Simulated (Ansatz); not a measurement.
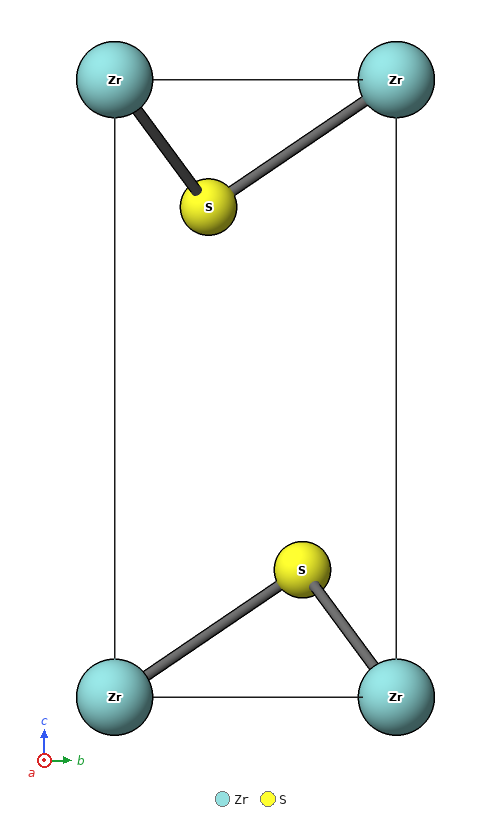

The figure gives a ball-and-stick picture of the atoms, viewed along the a axis. The parallelepiped is the conventional unit cell.

Edges and angles: a = 3.69 Å, b = 3.69 Å, c = 7.01 Å, α = 90.00°, β = 90.00°, γ = 120.00°.

The composition is ZrS2.

**Describe the environment of the S atoms.**

Each S has three Zr in a trigonal pyramidal arrangement at about 2.6 Å.

**Is the bonded network molecular, chain-like, layered or three-dimensional?**

The bonds build ZrS2 layers parallel to (001).

It goes back to a structure type known for this compound. It was relaxed at fixed volume with DFT PBE, scalar-relativistic, plane waves, PAW in Ansatz.
